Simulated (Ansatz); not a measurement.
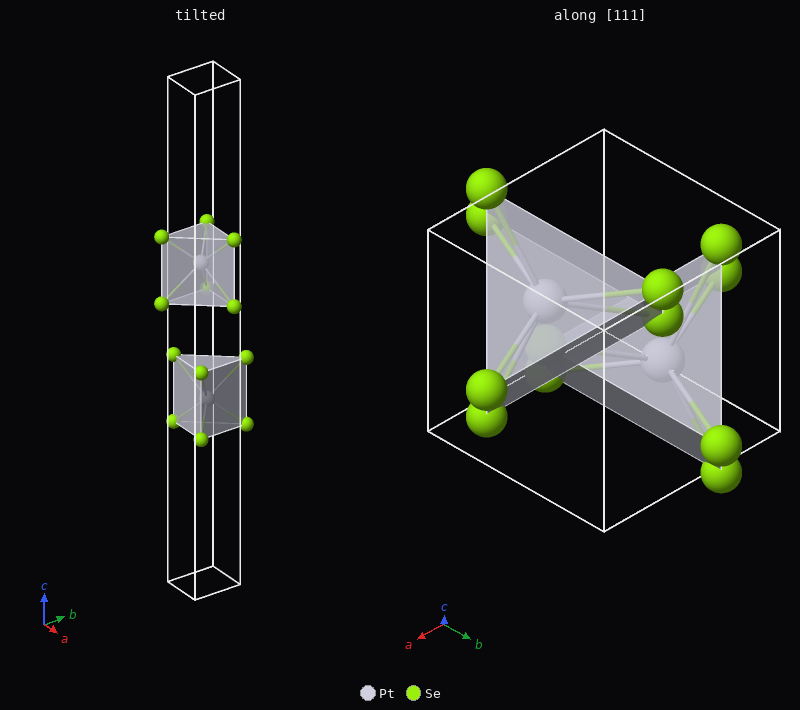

An orthographic polyhedral view of the structure, slightly off an axis and along [111]. Atoms at the boundary of the simulation cell (the box) are drawn once for each face, edge or corner they touch. Some atoms of the next cells are drawn as well.

Formula: PtSe2. One cell contains 2 Pt, 4 Se, 6 atoms in all. The polyhedra are PtSe6 trigonal prisms; they share edges. Pt is coordinated by six Se in a distorted trigonal prismatic arrangement. Around each Se lie three Pt in a trigonal pyramidal arrangement. The bonds build PtSe2 layers parallel to (001).

The cell started as a structure listed in the Materials Project, with elements exchanged, so it need not be a known form of the compound. The cell was then strained or its atoms displaced on purpose. A calculation with Ansatz used it as input.

At this level of theory the cell isn't at rest (compressed, at 7 GPa and forces up to 2.0 eV/Å), so its distances can differ from those at equilibrium, the more so the softer the solid.
